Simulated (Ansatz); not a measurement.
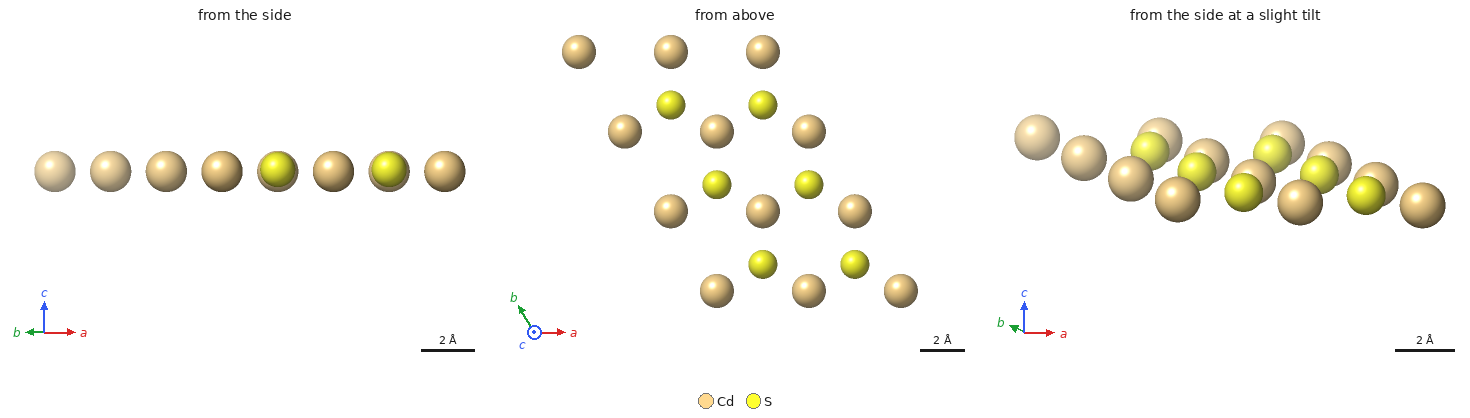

A spheres-only picture of a periodic sheet, seen from the side, from above and from the side at a slight tilt. The surface normal points up in side views; the vacuum is left out. 2×3 cells are drawn in the plane, with atoms at the edges repeated.

The cell holds 1 Cd, 1 S.

Q: Are the two faces alike, and what ends them?

A: The top face ends in Cd and S, the bottom face in Cd and S. The two faces are alike.

Q: How far does the slab extend along the normal?

A: About 0.1 Å from the lowest to the highest atom.

Source of the structure: a structure listed in the Materials Project. The cell was then strained or its atoms displaced on purpose. It went into a calculation with Ansatz.
